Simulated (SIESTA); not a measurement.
## A series of single points on Bi$_{2}$Se$_{3}$

System: Bi$_{2}$Se$_{3}$ (5 atoms in the cell).
Method: Kohn-Sham DFT of a periodic cell, LDA, PseudoDojo 0.4 standard, converted to PSML, no spin polarisation (SIESTA 5.4.2).

The 7 runs differ only in the geometry, by an even scaling of the cell at fixed fractional positions. The structure derives from an entry of the Crystallography Open Database.

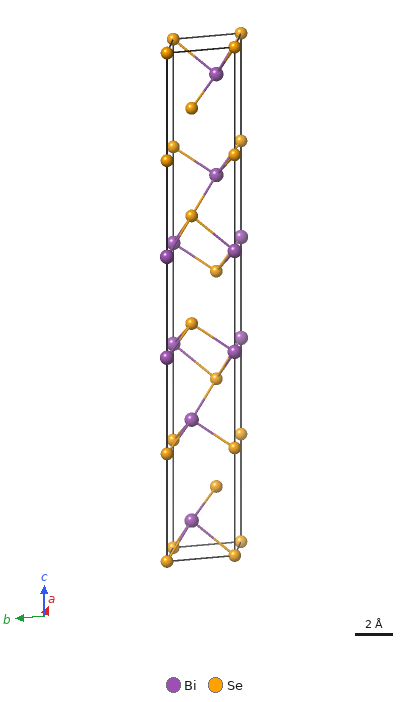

Figure 1. The structure of run 4 (ball-and-stick view of the cell 3 times as large as that of the calculation, set on its symmetry axes, seen at an oblique angle). An atom can appear more than once, as a periodic image.

### Input of run 4
```
SystemName                      Paraguanajuatite
SystemLabel                     Bi2Se3
NumberOfSpecies                 2
NumberOfAtoms                   5
%block ChemicalSpeciesLabel
  1  83 Bi
  2  34 Se
%endblock ChemicalSpeciesLabel

LatticeConstant                 1.0 Ang
%block LatticeVectors
     2.0715000000     1.1959810826     9.5453333333
    -2.0715000000     1.1959810826     9.5453333333
     0.0000000000    -2.3919621653     9.5453333333
%endblock LatticeVectors
AtomicCoordinatesFormat         Fractional
%block AtomicCoordinatesAndAtomicSpecies
     0.5992000000     0.5992000000     0.5992000000  1  Bi
     0.4008000000     0.4008000000     0.4008000000  1  Bi
     0.7883000000     0.7883000000     0.7883000000  2  Se
     0.2117000000     0.2117000000     0.2117000000  2  Se
     0.0000000000     0.0000000000     0.0000000000  2  Se
%endblock AtomicCoordinatesAndAtomicSpecies

%block kgrid.MonkhorstPack
    6   0   0  0.0
    0   6   0  0.0
    0   0   6  0.0
%endblock kgrid.MonkhorstPack
XC.Functional                   LDA
XC.Authors                      PW92
PAO.BasisSize                   DZP
PAO.EnergyShift                 0.003 Ry
Mesh.Cutoff                     500 Ry
OccupationFunction              FD
ElectronicTemperature           0.05 eV
MaxSCFIterations                120
SCF.MustConverge                false
SCF.Mixer.Method                Pulay
SCF.Mixer.Weight                0.25
SCF.Mixer.History               8
SCF.DM.Tolerance                5.0e-05
SCF.H.Tolerance                 1.0e-03 eV
WriteForces                     true
Charge.Mulliken                 end
%block PAO.Basis
  Bi 4
  n=6 0 2
    5.772 0.000
  n=6 1 2
    8.049 0.000
  n=5 2 2
    3.889 0.000
  n=6 2 1
    8.049
  Se 4
  n=4 0 2
    5.129 0.000
  n=4 1 2
    6.695 0.000
  n=3 2 2
    2.657 0.000
  n=4 2 1
    6.695
%endblock PAO.Basis
```

Command:
```bash
siesta < Bi2Se3.fdf > Bi2Se3.out 2>&1
```

Run 6 differs from it as follows:
```diff
-     2.0715000000     1.1959810826     9.5453333333
-    -2.0715000000     1.1959810826     9.5453333333
-     0.0000000000    -2.3919621653     9.5453333333
+     2.0987597050     1.2117194806     9.6709442292
+    -2.0987597050     1.2117194806     9.6709442292
+     0.0000000000    -2.4234389614     9.6709442292
```

### Results, with one run withheld

```tsv
run	volume per atom (Å³)	free energy per atom, from the lowest run given (meV)	pressure (GPa)	gap on the mesh (eV)
1	26.675	21.95	4.45	0.09
2	27.243	9.23	2.78	0.10
3	27.810	2.10	1.28	0.12
4	28.378	0.00	−0.06	0.13
5	28.946	2.40	−1.26	0.14
6	29.513	?	?	?
7	30.081	18.93	−3.32	0.16
```

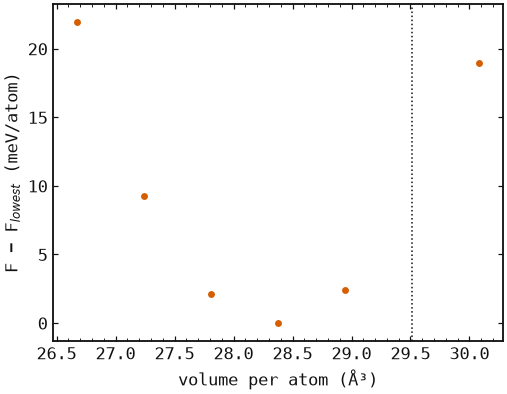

Figure 2. Free energy per atom of the runs given; the dotted line marks run 6.

Fit the runs given and predict run 6.

A cubic polynomial in V^(−2/3) (the Birch–Murnaghan form), fitted to the 6 runs given, misses them by at most 0.01 meV per atom. With x = V^(−2/3) − 0.10806 Å⁻², it reads F = 0.26977 + 1106.7 x + 1.1008e+06 x² + 1.8977e+06 x³ (meV per atom). At run 6 it gives 8.84 meV per atom, and the run itself gives 8.85. The slope of the fit gives a pressure −dF/dV of −2.35 GPa there, and the run prints −2.35 GPa. The fit has its minimum at 28.349 Å³ per atom, where V d²F/dV² gives 63.8 GPa. Cell shape and fractional positions are held, so this is the stiffness under even scaling; the relaxed bulk modulus wasn't computed and can be far lower in a crystal of layers, chains or molecules like this one. The gap on the mesh goes, without turning, from 0.09 eV in run 1 to 0.16 eV in run 7; run 6 has 0.15 eV. These are gaps of this functional on this mesh, which can miss the band edges; they aren't the measured gap.

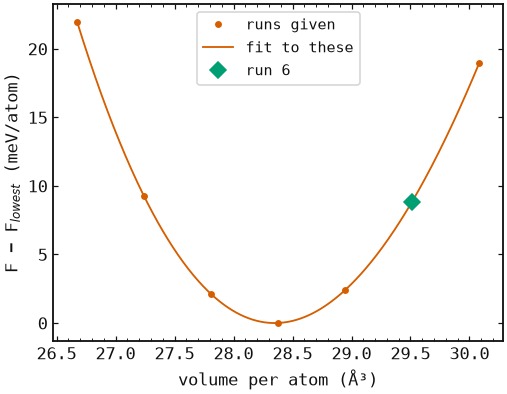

Figure 3. The fit and the withheld run.

### Some lines of the output (run 6)
```
[...]
outcell: Cell volume (Ang**3)        :    147.5655
stepf: Fermi-Dirac step function
siesta: Etot    =    -14347.780410
siesta: FreeEng =    -14347.780418
        iscf     Eharris(eV)        E_KS(eV)     FreeEng(eV)     dDmax    Ef(eV) dHmax(eV)
siesta: E_KS(eV) =           -14350.1613
siesta: E_KS - E_eggbox =    -14350.1613
siesta: Etot    =    -14350.161286
siesta: FreeEng =    -14350.161822
siesta:         Fermi =      -4.689021
siesta: Cell volume =        147.565535 Ang**3
    Orbital volume contribution        =           4.424531 eV
```

Notes: Points of doubt noted for this run: mulliken charges of long orbitals. Spin–orbit coupling is left out, which matters for Bi. With a small basis of atomic orbitals these values can differ much from converged plane-wave results.
